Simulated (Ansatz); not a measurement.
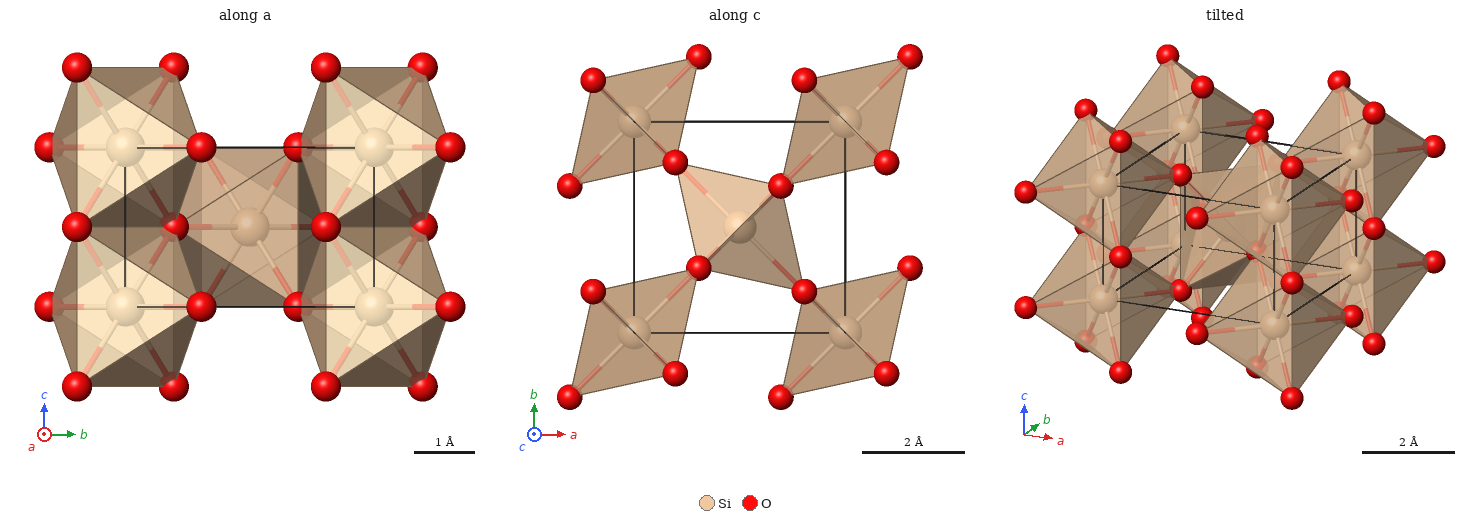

The crystal in a polyhedral representation, seen along the a axis, along the c axis and slightly off an axis. Lines trace the edges of the conventional unit cell. Some atoms of the next cells are drawn as well.

It has the composition SiO2. Its lattice is primitive tetragonal, its space group P4_2/mnm (No. 136). Among the common structure types it is rutile. With Z = 2, the cell contains 2 Si, 4 O. The polyhedra are SiO6 octahedra; they share corners and edges. Each Si atom is coordinated by six O in a distorted octahedral arrangement at about 1.8 Å. Around each O lie three Si at about 1.8 Å. The bonds build a three-dimensional framework.

Origin of the cell: a structure listed in the Materials Project, with elements exchanged, so it need not be a known form of the compound. The geometry comes from a coarse first relaxation with DFT LDA, scalar-relativistic, plane waves, PAW (Ansatz).
